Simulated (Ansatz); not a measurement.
## Two runs on Ir

System: Ir (Fm-3m, 1 atom in the cell).
Method of the first run: DFT r2SCAN, scalar-relativistic, plane waves, PAW, no spin polarisation (Ansatz 0.2.0).

Text and figures count atoms from 1; the logs count them from 0 in places.

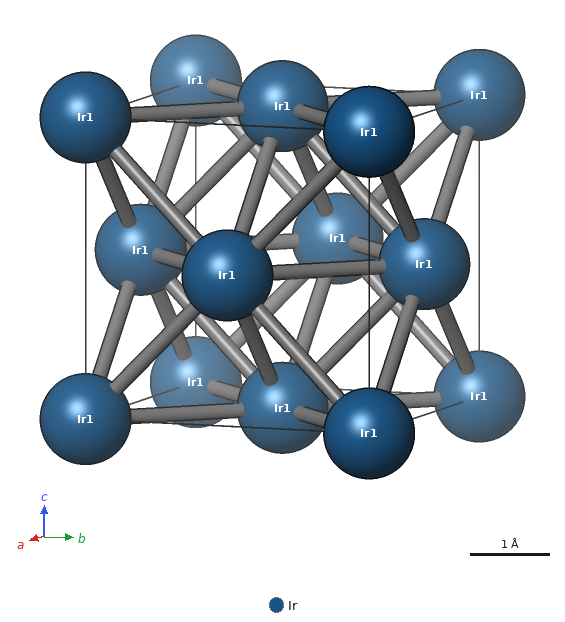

**Figure 1.** The structure (ball-and-stick view of the cell 4 times as large as that of the calculation, set on its symmetry axes, seen slightly off an axis; atoms are numbered from 1 in the order of the input). Near neighbours in the crystal (not all of them lie inside the picture): Ir has 12 Ir at 2.74 Å.

**The input, the first run**
```yaml
crystal:
  lattice:
    - [0.0, 1.9379620156, 1.9379620156]
    - [1.9379620156, 0.0, 1.9379620156]
    - [1.9379620156, 1.9379620156, 0.0]
  atoms:
    - { symbol: Ir, position: [0.0, 0.0, 0.0] }
basis:
  ecutwfc: 500
  ecutrho_ratio: 4
kpoints:
  mp_grid: { grid: [18, 18, 18] }
hamiltonian:
  xc: r2scan
scf:
  occupations: { method: gaussian, width: 0.05 }
output:
  forces: true
  stress: true
  eigenvalues: true
```

Hardware: 8 threads of an x86-64 CPU, shared host.

**Output, shortened to warnings, some set-up lines, iterations and results (the first run)**
```
Basis set: ecut = 500 eV, 339 PW (Γ), exchange–correlation on 80×80×80 points (64 copies of the dense FFT grid, shifted against one another)
Symmetry: 48 space group operations
k-points: 195 of 5832
Initial density: superposition of atomic densities (neutral atoms: chi_scale 0, normalization atom), corrected by the library's trained network
[...]
SCF iter   1: F=—  HF=-11948.690080 eV  |F-HF|=—  |Δ(HF+E_count)|=         —  Δρ=1.09e-2  dr2=7.37e-3  dr2_τ=3.37e-2  ethr=1.77e-3  ⟨swp⟩=5.2  Hψ=14755  notcnv=0
SCF iter   2: F=—  HF=-11948.714673 eV  |F-HF|=—  |Δ(HF+E_count)|=   2.46e-2  Δρ=5.16e-3  dr2=8.24e-4  dr2_τ=4.37e-4  ethr=4.34e-5  ⟨swp⟩=2.0  Hψ=5742  notcnv=0  defer=104
SCF iter   3: F=—  HF=-11948.715403 eV  |F-HF|=—  |Δ(HF+E_count)|=   7.31e-4  Δρ=1.69e-3  dr2=8.67e-5  dr2_τ=2.95e-5  ethr=4.85e-6  ⟨swp⟩=2.1  Hψ=2854  notcnv=0  defer=104
SCF iter   4: F=—  HF=-11948.715499 eV  |F-HF|=—  |Δ(HF+E_count)|=   9.55e-5  Δρ=1.41e-4  dr2=1.22e-6  dr2_τ=1.17e-7  ethr=5.10e-7  ⟨swp⟩=2.2  Hψ=3449  notcnv=0  defer=104
SCF iter   5: F=—  HF=-11948.715500 eV  |F-HF|=—  |Δ(HF+E_count)|=   7.37e-7  Δρ=3.90e-5  dr2=1.21e-7  dr2_τ=1.85e-8  ethr=7.20e-9  ⟨swp⟩=2.1  Hψ=3645  notcnv=0  defer=104
SCF iter   6: F=-11948.715500 eV  HF=-11948.715500 eV  |F-HF|=1.46e-9  |Δ(HF+E_count)|=   5.92e-8  Δρ=1.20e-5  dr2=1.40e-8  dr2_τ=1.19e-9  ethr=5.88e-10  ⟨swp⟩=6.2  Hψ=10295  …
SCF 1 converged in 6 iterations: F = -11948.715500 eV  dr2 = 1.40e-8
SCF converged after 6 iterations
Free energy (F): -11948.715500 eV
Harris-Foulkes:  -11948.715500 eV  (|F-HF|=1.46e-9)
Internal energy: -11948.714295 eV  (E = F + TS)
E sigma→0 (E₀):  -11948.714897 eV
Entropy (-TS):   -0.001205 eV (-1.205 meV/atom)
Fermi energy:    24.711088 eV
--- Per-component energies (eV) ---
  E_band       = -113.949742
  E_kinetic    = 622.386615
  E_local      = -1098.967311  (includes V_loc(G=0)·N_el)
  E_nonlocal   = 73.854898
  E_hartree    = 420.303550
  E_xc         = -255.051144
  E_vxc        = -332.966322  (∫ρ·V_xc dr)
  E_paw        = -9249.589354  (= ΣΔE_a)
  E_vpaw       = -239.544182  (= ΣTr[D̂ρ^β])
  E_aug_tail   = -0.000004  (compensation charges beyond the density's cutoff)
  E_vtau       = 20.683339  (kinetic-family band-sum trace: ∫τ·v_τ [+ j·A + Jᵃ·Aᵃ] dr)
  E_ewald      = -2461.334653
  E_core_change = -0.316894  (= ΣΔE_core)
  E_smearing   = -0.001205  (= −TS)
  E_closure    = 0.000000  (closes the sum)
  Σ components = -11948.715500   (vs F -11948.715500, Δ=0.00e0)
--- Forces (eV/Å), atoms counted from 1 ---
  atom   1  Ir    -0.00000000     0.00000000     0.00000000
  max |Σ_I F_I| component: 7.81e-32 eV/Å
--- Stress (GPa, compression-positive) ---
       -8.800457       0.000000       0.000000
        0.000000      -8.800457       0.000000
       -0.000000      -0.000000      -8.800457
  P = ⅓ Tr σ = -8.8005 GPa (-88.005 kbar)
```

The input of the second run differs as follows (lines with − go, lines with + come):
```diff
-    - [0.0, 1.9379620156, 1.9379620156]
-    - [1.9379620156, 0.0, 1.9379620156]
-    - [1.9379620156, 1.9379620156, 0.0]
+    - [0.0, 1.9221589938, 1.9221589938]
+    - [1.9221589938, 0.0, 1.9221589938]
+    - [1.9221589938, 1.9221589938, 0.0]
```

How does the second run compare with the first run?

With the same functional and potentials, the second run lies 10.0 meV per atom lower. The pressure goes from −8.80 to −0.09 GPa. The volume per atom goes from 14.56 to 14.20 Å³. The cell is scaled evenly with the atoms at fixed fractional positions, so −ΔP/Δ ln V estimates the bulk modulus midway between the two volumes: about 350 GPa. The number of SCF iterations is the same.

**Output, shortened to warnings, some set-up lines, iterations and results (the second run)**
```
Basis set: ecut = 500 eV, 339 PW (Γ), exchange–correlation on 80×80×80 points (64 copies of the dense FFT grid, shifted against one another)
Symmetry: 48 space group operations
k-points: 195 of 5832
Initial density: superposition of atomic densities (neutral atoms: chi_scale 0, normalization atom), corrected by the library's trained network
[...]
SCF iter   1: F=—  HF=-11948.698459 eV  |F-HF|=—  |Δ(HF+E_count)|=         —  Δρ=1.10e-2  dr2=7.63e-3  dr2_τ=3.71e-2  ethr=1.77e-3  ⟨swp⟩=5.3  Hψ=14716  notcnv=0
SCF iter   2: F=—  HF=-11948.724788 eV  |F-HF|=—  |Δ(HF+E_count)|=   2.63e-2  Δρ=5.17e-3  dr2=8.54e-4  dr2_τ=4.38e-4  ethr=4.49e-5  ⟨swp⟩=2.0  Hψ=5740  notcnv=0  defer=104
SCF iter   3: F=—  HF=-11948.725467 eV  |F-HF|=—  |Δ(HF+E_count)|=   6.79e-4  Δρ=1.61e-3  dr2=7.86e-5  dr2_τ=2.62e-5  ethr=5.02e-6  ⟨swp⟩=2.1  Hψ=2971  notcnv=0  defer=104
SCF iter   4: F=—  HF=-11948.725543 eV  |F-HF|=—  |Δ(HF+E_count)|=   7.59e-5  Δρ=1.30e-4  dr2=8.80e-7  dr2_τ=9.81e-8  ethr=4.62e-7  ⟨swp⟩=2.2  Hψ=3483  notcnv=0  defer=104
SCF iter   5: F=-11948.725544 eV  HF=-11948.725544 eV  |F-HF|=5.38e-9  |Δ(HF+E_count)|=   7.96e-7  Δρ=3.33e-5  dr2=9.85e-8  dr2_τ=1.36e-8  ethr=5.17e-9  ⟨swp⟩=2.0  Hψ=3719  …
SCF iter   6: F=-11948.725544 eV  HF=-11948.725544 eV  |F-HF|=4.06e-10  |Δ(HF+E_count)|=   2.88e-8  Δρ=1.03e-5  dr2=1.06e-8  dr2_τ=8.90e-10  ethr=5.79e-10  ⟨swp⟩=4.0  Hψ=9596 …
SCF 1 converged in 6 iterations: F = -11948.725544 eV  dr2 = 1.06e-8
SCF converged after 6 iterations
Free energy (F): -11948.725544 eV
Harris-Foulkes:  -11948.725544 eV  (|F-HF|=4.06e-10)
Internal energy: -11948.724393 eV  (E = F + TS)
E sigma→0 (E₀):  -11948.724968 eV
Entropy (-TS):   -0.001150 eV (-1.150 meV/atom)
Fermi energy:    25.497792 eV
--- Per-component energies (eV) ---
  E_band       = -102.553335
  E_kinetic    = 623.498542
  E_local      = -1070.744699  (includes V_loc(G=0)·N_el)
  E_nonlocal   = 73.921720
  E_hartree    = 411.672163
  E_xc         = -255.487377
  E_vxc        = -333.598509  (∫ρ·V_xc dr)
  E_paw        = -9249.697328  (= ΣΔE_a)
  E_vpaw       = -239.679371  (= ΣTr[D̂ρ^β])
  E_aug_tail   = -0.000017  (compensation charges beyond the density's cutoff)
  E_vtau       = 20.708097  (kinetic-family band-sum trace: ∫τ·v_τ [+ j·A + Jᵃ·Aᵃ] dr)
  E_ewald      = -2481.570505
  E_core_change = -0.316894  (= ΣΔE_core)
  E_smearing   = -0.001150  (= −TS)
  E_closure    = 0.000000  (closes the sum)
  Σ components = -11948.725544   (vs F -11948.725544, Δ=0.00e0)
--- Forces (eV/Å), atoms counted from 1 ---
  atom   1  Ir    -0.00000000     0.00000000     0.00000000
  max |Σ_I F_I| component: 1.19e-31 eV/Å
--- Stress (GPa, compression-positive) ---
       -0.088540       0.000000       0.000000
        0.000000      -0.088540      -0.000000
        0.000000      -0.000000      -0.088540
  P = ⅓ Tr σ = -0.0885 GPa (-0.885 kbar)
```

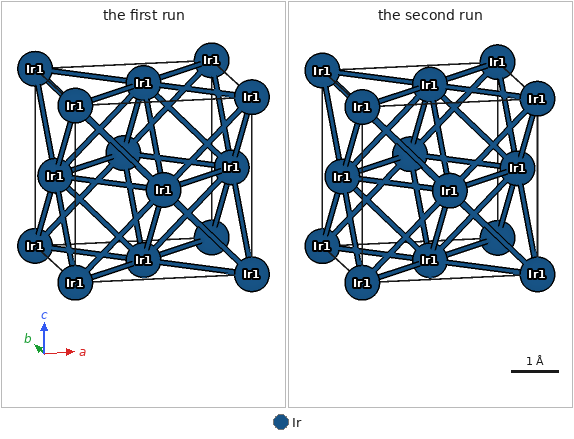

**Figure 2.** The two input geometries at one scale (ball-and-stick view of the cell 4 times as large as that of the calculation, set on its symmetry axes, seen slightly off an axis). The atoms keep their places relative to the cell (all moves are under 0.005 Å). The drawn cell changes as follows: a = b = c 3.876 → 3.844 Å (−0.8 %); the volume changes by −2.4 %. Among the contacts that change: Ir1–Ir1 2.741 → 2.718 Å.

**The two runs side by side**

| quantity | the first run | the second run |
| --- | --- | --- |
| outcome | converged | converged |
| free energy per atom (eV) | −11948.7155 | −11948.7255 |
| energy per atom, smearing taken to zero (eV) | −11948.7149 | −11948.7250 |
| gap on the mesh (eV) | 0.00 | 0.00 |
| pressure (GPa) | −8.80 | −0.09 |
| volume per atom (Å³) | 14.56 | 14.20 |
| largest force (eV/Å) | 0.000 | 0.000 |
| SCF iterations | 6 | 6 |
| irreducible k-points | 195 | 195 |
| plane waves at Γ | 339 | 339 |
| wall time (shared host) | 0.93 s | 0.87 s |

For both runs: Spin–orbit coupling is left out, which matters for Ir. For the first run: The cell is under a tension of 8.8 GPa at this level, so it is not at its equilibrium volume.
